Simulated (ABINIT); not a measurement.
Run report: ZrB$_{2}$, geometry relaxation (part 2 of 3)

The same run, continued: ZrB$_{2}$ (P6/mmm, 3 atoms in the cell); Kohn-Sham DFT of a periodic cell, LDA-PZ, JTH PAW LDA v2.0, no spin polarisation (ABINIT 10.8.3); cutoff 462.59 eV, 10×10×8 k-mesh, fermi-dirac of 0.05 eV. The structure derives from an entry of the Crystallography Open Database.

Geometry of the input (Å; fractional positions):
```
3.1700  0.0000  0.0000
-1.5850  2.7453  0.0000
0.0000  0.0000  3.5330
Zr 0.0000  0.0000  0.0000
B  0.6667  0.3333  0.5000
B  0.3333  0.6667  0.5000
```

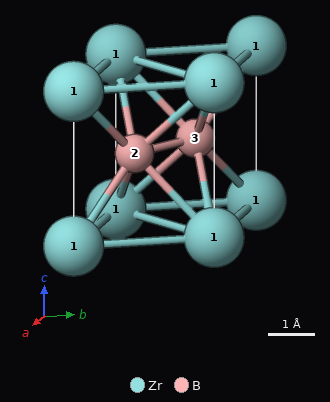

**Figure 1.** The starting structure (ball-and-stick view of the cell of the calculation, seen slightly off an axis; atoms are numbered from 1 in the order of the input).

### Log, continued
```
--- !ResultsGS
iteration_state: {dtset: 1, itime: 2, icycle: 1, }
comment   : Summary of ground state results
lattice_vectors:
- [  5.9060857,   0.0000000,   0.0000000, ]
- [ -2.9530428,   5.1148202,   0.0000000, ]
- [  0.0000000,   0.0000000,   6.5881843, ]
lattice_lengths: [   5.90609,    5.90609,    6.58818, ]
lattice_angles: [ 90.000,  90.000, 120.000, ] # degrees, (23, 13, 12)
lattice_volume:   1.9901960E+02
convergence: {deltae:  5.585E-12, res2:  1.947E-11, residm:  2.602E-05, diffor: null, }
etotal    :  -5.35559523E+01
entropy   :   0.00000000E+00
fermie    :   4.69541061E-01
cartesian_stress_tensor: # hartree/bohr^3
- [ -6.39650420E-05,   0.00000000E+00,   0.00000000E+00, ]
- [  0.00000000E+00,  -6.39650420E-05,   0.00000000E+00, ]
- [  0.00000000E+00,   0.00000000E+00,  -5.42046130E-05, ]
pressure_GPa:   1.7862E+00
xred      :
- [  5.2108E-32,   2.6054E-32,   0.0000E+00, Zr]
- [  6.6667E-01,   3.3333E-01,   5.0000E-01,  B]
- [  3.3333E-01,   6.6667E-01,   5.0000E-01,  B]
cartesian_forces: # hartree/bohr
- [ -0.00000000E+00,  -0.00000000E+00,  -0.00000000E+00, ]
- [ -7.12359824E-31,   4.11281136E-31,  -0.00000000E+00, ]
- [  7.12359824E-31,  -4.11281136E-31,  -0.00000000E+00, ]
force_length_stats: {min:   0.00000000E+00, max:   8.22562272E-31, mean:   5.48374848E-31, }
...

 Integrated electronic density in atomic spheres:
 ------------------------------------------------
 Atom  Sphere_radius  Integrated_density
    1        2.22030          9.18644861
    2        1.70617          1.86230045
    3        1.70617          1.86230045

---OUTPUT-----------------------------------------------------------------------

 Cartesian coordinates (xcart) [bohr]
  2.30813598313485E-31  1.33260293118755E-31  0.00000000000000E+00
  2.95304284568504E+00  1.70494008188682E+00  3.29409213212295E+00
 -2.48430875795251E-17  3.40988016377365E+00  3.29409213212295E+00
 Reduced coordinates (xred)
  5.21075176520850E-32  2.60537588259951E-32  0.00000000000000E+00
  6.66666666666666E-01  3.33333333333333E-01  5.00000000000000E-01
  3.33333333333333E-01  6.66666666666666E-01  5.00000000000000E-01
 Cartesian forces (fcart) [Ha/bohr]; max,rms= 7.12360E-31 3.87760E-31 (free atoms)
 -0.00000000000000E+00 -0.00000000000000E+00 -0.00000000000000E+00
 -7.12359823584398E-31  4.11281135905828E-31 -0.00000000000000E+00
  7.12359823584398E-31 -4.11281135905828E-31 -0.00000000000000E+00
 Gradient of E wrt nuclear positions in reduced coordinates (gred)
  0.00000000000000E+00 -0.00000000000000E+00  0.00000000000000E+00
  4.20725816117873E-30 -4.20725816117873E-30 -0.00000000000000E+00
 -4.20725816117873E-30  4.20725816117873E-30 -0.00000000000000E+00
 Scale of Primitive Cell (acell) [bohr]
  5.90608569137008E+00  5.90608569137546E+00  6.58818426424590E+00
 Real space primitive translations (rprimd) [bohr]
  5.90608569137008E+00  0.00000000000000E+00  0.00000000000000E+00
 -2.95304284568504E+00  5.11482024566047E+00  0.00000000000000E+00
  0.00000000000000E+00  0.00000000000000E+00  6.58818426424590E+00
 Unitary Cell Volume (ucvol) [Bohr^3]=  1.99019603559802E+02
 Angles (23,13,12)= [degrees]
  9.00000000000000E+01  9.00000000000000E+01  1.19999999999970E+02
 Lengths [Bohr]
  5.90608569137008E+00  5.90608569137546E+00  6.58818426424590E+00
 Stress tensor in cartesian coordinates (strten) [Ha/bohr^3]
 -6.39650420092251E-05  0.00000000000000E+00  0.00000000000000E+00
  0.00000000000000E+00 -6.39650420349996E-05  0.00000000000000E+00
  0.00000000000000E+00  0.00000000000000E+00 -5.42046130299276E-05
 Total energy (etotal) [Ha]= -5.35559522853643E+01

 Difference of energy with previous step (new-old):
           Absolute (Ha)=-1.01917E-03
           Relative     =-1.90301E-05

--- Iteration: ( 3/60) Internal Cycle: (1/1)
--------------------------------------------------------------------------------

---SELF-CONSISTENT-FIELD CONVERGENCE--------------------------------------------

--- !BeginCycle
iteration_state: {dtset: 1, itime: 3, icycle: 1, }
solver: {iscf: 17, nstep: 100, nline: 4, wfoptalg: 10, }
tolerances: {tolvrs: 1.00E-09, }
...

     iter   Etot(hartree)      deltaE(h)  residm     nres2
 ETOT  1  -53.556126438079    -5.356E+01 8.404E+03 1.822E-01
 ETOT  2  -53.555672385393     4.541E-04 1.187E+01 1.023E-02
 ETOT  3  -53.555662207761     1.018E-05 2.157E-01 6.719E-04
 ETOT  4  -53.555662408371    -2.006E-07 8.059E-02 1.871E-05
 ETOT  5  -53.555662412159    -3.788E-09 3.891E-03 5.845E-07
 ETOT  6  -53.555662410990     1.169E-09 1.983E-05 6.167E-08
 ETOT  7  -53.555662410857     1.330E-10 7.306E-06 8.892E-10

 At SCF step    7       nres2   =  8.89E-10 < tolvrs=  1.00E-09 =>converged.

 Cartesian components of stress tensor (hartree/bohr^3)
  sigma(1 1)= -1.81008101E-04  sigma(3 2)=  0.00000000E+00
  sigma(2 2)= -1.81008101E-04  sigma(3 1)=  0.00000000E+00
  sigma(3 3)= -1.67788031E-04  sigma(2 1)=  0.00000000E+00

--- !ResultsGS
iteration_state: {dtset: 1, itime: 3, icycle: 1, }
comment   : Summary of ground state results
lattice_vectors:
- [  5.8824006,   0.0000000,   0.0000000, ]
- [ -2.9412003,   5.0943084,   0.0000000, ]
- [  0.0000000,   0.0000000,   6.5593624, ]
lattice_lengths: [   5.88240,    5.88240,    6.55936, ]
lattice_angles: [ 90.000,  90.000, 120.000, ] # degrees, (23, 13, 12)
lattice_volume:   1.9656286E+02
convergence: {deltae:  1.330E-10, res2:  8.892E-10, residm:  7.306E-06, diffor: null, }
etotal    :  -5.35556624E+01
entropy   :   0.00000000E+00
fermie    :   4.75628561E-01
cartesian_stress_tensor: # hartree/bohr^3
- [ -1.81008101E-04,   0.00000000E+00,   0.00000000E+00, ]
- [  0.00000000E+00,  -1.81008101E-04,   0.00000000E+00, ]
- [  0.00000000E+00,   0.00000000E+00,  -1.67788031E-04, ]
pressure_GPa:   5.1958E+00
xred      :
- [  5.2131E-32,   2.6065E-32,   0.0000E+00, Zr]
- [  6.6667E-01,   3.3333E-01,   5.0000E-01,  B]
- [  3.3333E-01,   6.6667E-01,   5.0000E-01,  B]
cartesian_forces: # hartree/bohr
- [  2.38409363E-31,   1.37645710E-31,  -0.00000000E+00, ]
- [ -1.90727491E-30,  -2.75291420E-30,  -0.00000000E+00, ]
- [  1.66886554E-30,   2.61526849E-30,  -0.00000000E+00, ]
force_length_stats: {min:   2.75291420E-31, max:   3.34906467E-30, mean:   2.24224428E-30, }
...

 Integrated electronic density in atomic spheres:
 ------------------------------------------------
 Atom  Sphere_radius  Integrated_density
    1        2.22030          9.20676842
    2        1.70617          1.86932301
    3        1.70617          1.86932301

---OUTPUT-----------------------------------------------------------------------

 Cartesian coordinates (xcart) [bohr]
  2.29990788029573E-31  1.32785243379847E-31  0.00000000000000E+00
  2.94120031302312E+00  1.69810279246657E+00  3.27968119230455E+00
  5.22396129627522E-17  3.39620558493313E+00  3.27968119230455E+00
 Reduced coordinates (xred)
  5.21308226919182E-32  2.60654113459117E-32  0.00000000000000E+00
  6.66666666666666E-01  3.33333333333333E-01  5.00000000000000E-01
  3.33333333333333E-01  6.66666666666666E-01  5.00000000000000E-01
 Cartesian forces (fcart) [Ha/bohr]; max,rms= 2.75291E-30 1.52449E-30 (free atoms)
  2.38409363151825E-31  1.37645709992866E-31 -0.00000000000000E+00
 -1.90727490521460E-30 -2.75291419985732E-30 -0.00000000000000E+00
  1.66886554206277E-30  2.61526848986446E-30 -0.00000000000000E+00
 Gradient of E wrt nuclear positions in reduced coordinates (gred)
 -1.40241938705958E-30 -9.46726530732023E-47 -0.00000000000000E+00
  1.12193550964766E-29  8.41451632235746E-30  0.00000000000000E+00
 -9.81693570941704E-30 -8.41451632235746E-30 -0.00000000000000E+00
 Scale of Primitive Cell (acell) [bohr]
  5.88240062604623E+00  5.88240062605159E+00  6.55936238460911E+00
 Real space primitive translations (rprimd) [bohr]
  5.88240062604623E+00  0.00000000000000E+00  0.00000000000000E+00
 -2.94120031302312E+00  5.09430837739970E+00  0.00000000000000E+00
  0.00000000000000E+00  0.00000000000000E+00  6.55936238460911E+00
 Unitary Cell Volume (ucvol) [Bohr^3]=  1.96562856623316E+02
 Angles (23,13,12)= [degrees]
  9.00000000000000E+01  9.00000000000000E+01  1.19999999999970E+02
 Lengths [Bohr]
  5.88240062604623E+00  5.88240062605159E+00  6.55936238460911E+00
 Stress tensor in cartesian coordinates (strten) [Ha/bohr^3]
 -1.81008101340396E-04  0.00000000000000E+00  0.00000000000000E+00
  0.00000000000000E+00 -1.81008101366540E-04  0.00000000000000E+00
  0.00000000000000E+00  0.00000000000000E+00 -1.67788031324053E-04
 Total energy (etotal) [Ha]= -5.35556624108572E+01

 Difference of energy with previous step (new-old):
           Absolute (Ha)= 2.89875E-04
           Relative     = 5.41257E-06

--- Iteration: ( 4/60) Internal Cycle: (1/1)
--------------------------------------------------------------------------------

---SELF-CONSISTENT-FIELD CONVERGENCE--------------------------------------------

--- !BeginCycle
iteration_state: {dtset: 1, itime: 4, icycle: 1, }
solver: {iscf: 17, nstep: 100, nline: 4, wfoptalg: 10, }
tolerances: {tolvrs: 1.00E-09, }
...

     iter   Etot(hartree)      deltaE(h)  residm     nres2
 ETOT  1  -53.555687298825    -5.356E+01 2.986E-06 5.904E-04
 ETOT  2  -53.555686196510     1.102E-06 1.646E-06 3.302E-05
 ETOT  3  -53.555686161100     3.541E-08 2.073E-06 2.301E-06
 ETOT  4  -53.555686160981     1.189E-10 1.146E-06 6.135E-08
 ETOT  5  -53.555686161007    -2.608E-11 1.412E-06 2.382E-09
 ETOT  6  -53.555686161004     3.496E-12 7.924E-07 1.872E-10

 At SCF step    6       nres2   =  1.87E-10 < tolvrs=  1.00E-09 =>converged.

 Cartesian components of stress tensor (hartree/bohr^3)
  sigma(1 1)= -1.72821888E-04  sigma(3 2)=  0.00000000E+00
  sigma(2 2)= -1.72821888E-04  sigma(3 1)=  0.00000000E+00
  sigma(3 3)= -1.64559260E-04  sigma(2 1)=  0.00000000E+00

--- !ResultsGS
iteration_state: {dtset: 1, itime: 4, icycle: 1, }
comment   : Summary of ground state results
lattice_vectors:
- [  5.8844192,   0.0000000,   0.0000000, ]
- [ -2.9422096,   5.0960565,   0.0000000, ]
- [  0.0000000,   0.0000000,   6.5592684, ]
lattice_lengths: [   5.88442,    5.88442,    6.55927, ]
lattice_angles: [ 90.000,  90.000, 120.000, ] # degrees, (23, 13, 12)
lattice_volume:   1.9669497E+02
convergence: {deltae:  3.496E-12, res2:  1.872E-10, residm:  7.924E-07, diffor: null, }
etotal    :  -5.35556862E+01
entropy   :   0.00000000E+00
fermie    :   4.75293602E-01
cartesian_stress_tensor: # hartree/bohr^3
- [ -1.72821888E-04,   0.00000000E+00,   0.00000000E+00, ]
- [  0.00000000E+00,  -1.72821888E-04,   0.00000000E+00, ]
- [  0.00000000E+00,   0.00000000E+00,  -1.64559260E-04, ]
pressure_GPa:   5.0036E+00
xred      :
- [  1.0141E-31,   5.0704E-32,   0.0000E+00, Zr]
- [  6.6667E-01,   3.3333E-01,   5.0000E-01,  B]
- [  3.3333E-01,   6.6667E-01,   5.0000E-01,  B]
cartesian_forces: # hartree/bohr
- [ -2.38327580E-31,  -1.37598492E-31,  -0.00000000E+00, ]
- [ -1.66829306E-30,  -2.61437136E-30,  -0.00000000E+00, ]
- [  1.90662064E-30,   2.75196985E-30,  -0.00000000E+00, ]
force_length_stats: {min:   2.75196985E-31, max:   3.34791582E-30, mean:   2.24147511E-30, }
...

 Integrated electronic density in atomic spheres:
 ------------------------------------------------
 Atom  Sphere_radius  Integrated_density
    1        2.22030          9.20269960
    2        1.70617          1.86153023
    3        1.70617          1.86153023

---OUTPUT-----------------------------------------------------------------------

 Cartesian coordinates (xcart) [bohr]
  4.47547046147956E-31  2.58391407568231E-31  0.00000000000000E+00
  2.94220959918402E+00  1.69868550410325E+00  3.27963421523314E+00
 -9.60515812919314E-17  3.39737100820651E+00  3.27963421523314E+00
 Reduced coordinates (xred)
  1.01408376043140E-31  5.07041880214779E-32  0.00000000000000E+00
  6.66666666666666E-01  3.33333333333333E-01  5.00000000000000E-01
  3.33333333333333E-01  6.66666666666666E-01  5.00000000000000E-01
 Cartesian forces (fcart) [Ha/bohr]; max,rms= 2.75197E-30 1.52397E-30 (free atoms)
 -2.38327579967198E-31 -1.37598492449207E-31 -0.00000000000000E+00
 -1.66829305977039E-30 -2.61437135653494E-30 -0.00000000000000E+00
  1.90662063973759E-30  2.75196984898414E-30 -0.00000000000000E+00
 Gradient of E wrt nuclear positions in reduced coordinates (gred)
  1.40241938705958E-30  2.19128872239044E-47  0.00000000000000E+00
  9.81693570941703E-30  8.41451632235746E-30  0.00000000000000E+00
 -1.12193550964766E-29 -8.41451632235746E-30 -0.00000000000000E+00
 Scale of Primitive Cell (acell) [bohr]
  5.88441919836804E+00  5.88441919837339E+00  6.55926843046628E+00
 Real space primitive translations (rprimd) [bohr]
  5.88441919836804E+00  0.00000000000000E+00  0.00000000000000E+00
 -2.94220959918402E+00  5.09605651230976E+00  0.00000000000000E+00
  0.00000000000000E+00  0.00000000000000E+00  6.55926843046628E+00
 Unitary Cell Volume (ucvol) [Bohr^3]=  1.96694965198089E+02
 Angles (23,13,12)= [degrees]
  9.00000000000000E+01  9.00000000000000E+01  1.19999999999970E+02
 Lengths [Bohr]
  5.88441919836804E+00  5.88441919837339E+00  6.55926843046628E+00
 Stress tensor in cartesian coordinates (strten) [Ha/bohr^3]
 -1.72821887914428E-04  0.00000000000000E+00  0.00000000000000E+00
  0.00000000000000E+00 -1.72821887940549E-04  0.00000000000000E+00
  0.00000000000000E+00  0.00000000000000E+00 -1.64559259530871E-04
 Total energy (etotal) [Ha]= -5.35556861610036E+01

 Difference of energy with previous step (new-old):
           Absolute (Ha)=-2.37501E-05
           Relative     =-4.43466E-07

--- Iteration: ( 5/60) Internal Cycle: (1/1)
--------------------------------------------------------------------------------

---SELF-CONSISTENT-FIELD CONVERGENCE--------------------------------------------

--- !BeginCycle
iteration_state: {dtset: 1, itime: 5, icycle: 1, }
solver: {iscf: 17, nstep: 100, nline: 4, wfoptalg: 10, }
tolerances: {tolvrs: 1.00E-09, }
...

     iter   Etot(hartree)      deltaE(h)  residm     nres2
 ETOT  1  -53.555690587844    -5.356E+01 9.330E-07 1.119E-04
 ETOT  2  -53.555690282756     3.051E-07 4.245E-07 6.660E-06
 ETOT  3  -53.555690265152     1.760E-08 4.726E-07 1.987E-07
 ETOT  4  -53.555690264940     2.120E-10 2.927E-07 9.311E-09
 ETOT  5  -53.555690264942    -1.940E-12 3.277E-07 2.109E-10

 At SCF step    5       nres2   =  2.11E-10 < tolvrs=  1.00E-09 =>converged.

 Cartesian components of stress tensor (hartree/bohr^3)
  sigma(1 1)= -1.69857807E-04  sigma(3 2)=  0.00000000E+00
  sigma(2 2)= -1.69857807E-04  sigma(3 1)=  0.00000000E+00
  sigma(3 3)= -1.66671509E-04  sigma(2 1)=  0.00000000E+00
```
